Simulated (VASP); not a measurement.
```cif
data_structure
_symmetry_space_group_name_H-M 'P 1'
_symmetry_Int_Tables_number 1
_cell_length_a 3.7786
_cell_length_b 3.7786
_cell_length_c 3.7786
_cell_angle_alpha 60.000
_cell_angle_beta 60.000
_cell_angle_gamma 60.000
_cell_volume 38.15
loop_
_atom_site_label
_atom_site_type_symbol
_atom_site_fract_x
_atom_site_fract_y
_atom_site_fract_z
_atom_site_occupancy
K1 K 0.00769 0.02447 0.99294 1
F1 F 0.50857 0.49771 0.48077 1
```

Space group P1; changed on purpose from its base cell (atoms moved at random by about 0.05 A); computed pressure about −3 GPa in this cell.

All numbers below come from VASP, Kohn-Sham DFT of a periodic cell, LDA, VASP PAW LDA potentials, recommended.

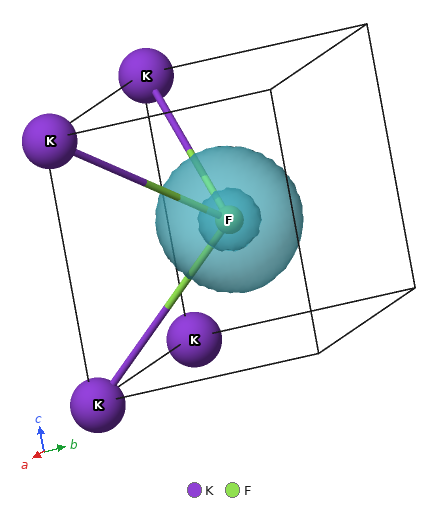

KF. Isosurface of the electron localisation function at 0.75 (cyan), seen slightly off an axis. Only the valence region is drawn (cores and ρ < 0.01 e/Å³ removed). Sticks mark near contacts.

Core electrons are frozen (PAW), and the valence fields are smoothed inside the atomic spheres.

Question: Describe the localisation domains.

Answer: The surface consists of one region wrapped around F (its valence shell), counted in one cell of 2 atoms. Regions shared between cells count once.

Values along the shortest contacts:
K–F (2.57 Å): the ELF is about 0.05 at the midpoint (a closed-shell, largely ionic contact). K–F (2.64 Å): the ELF is about 0.05 at the midpoint (a largely ionic contact).

Question: Does the calculation make it a metal, or give it a gap?

Answer: It is gapped, with a Kohn–Sham gap of 5.8 eV on the k-point mesh (the band edges may lie off the mesh, which would make the gap smaller).
